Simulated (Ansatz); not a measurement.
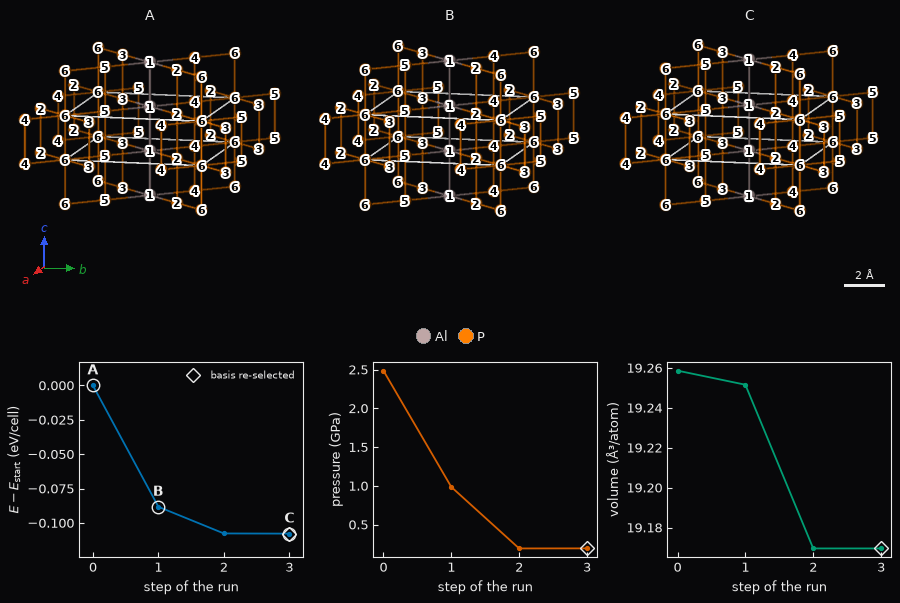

Frames of a relaxation of crystalline AlP$_{5}$ (a generated structure, set up in P4/mmm) (coarse preliminary run), marked on the history of the run. The picture is a ball-and-stick view of the cell of the calculation, seen slightly off an axis.

These are results of DFT PBE, scalar-relativistic, plane waves, PAW in Ansatz, not measurements. Settings: plane-wave cutoff 420 eV; k-point mesh 4 × 4 × 8; occupations gaussian; smearing width 0.1 eV; no spin polarisation; cell and atoms relaxed; force threshold 0.04 eV/Å; at most 70 steps.

**Describe the path.**

Over 2 accepted moves (3 points after the start) the energy falls by 0.108 eV per cell of the calculation. Largest force component: 0.05 eV/Å at the start, 0.018 eV/Å at the end. Pressure: 2.49 GPa at the start and 0.19 GPa at the end. The SCF was repeated once at an unchanged geometry on a basis and grid sized afresh for the cell, which shifted the energy by 0.1 meV per cell of the calculation at most. The largest moves relative to the cell, 0.031 Å, are those of P2, P3, P4 and P5. P2 goes along [−1 −1 0]. Al stays in place. Cell: a = b 7.116 → 7.009 Å (−1.5 %), c 2.282 → 2.342 Å (+2.6 %). Volume −0.5 %. Some distances before and after: Al1–P2 2.658 → 2.587 Å, P2–P2 2.282 → 2.342 Å, Al1–Al1 2.282 → 2.342 Å, P2–P6 2.373 → 2.368 Å. The space group stays P4/mmm (No. 123). Cost: 61 s on 1 thread of Intel(R) Xeon(R) Processor @ 2.50GHz (Skylake/Cascade Lake) (shared host), peak memory 0.4 GiB. From step 0 to 1: P atoms move most (0.02 Å), energy −88.2 meV per cell of the calculation. From step 1 to 3: P atoms move most (0.02 Å), volume −0.4 %, energy −19.5 meV per cell of the calculation.
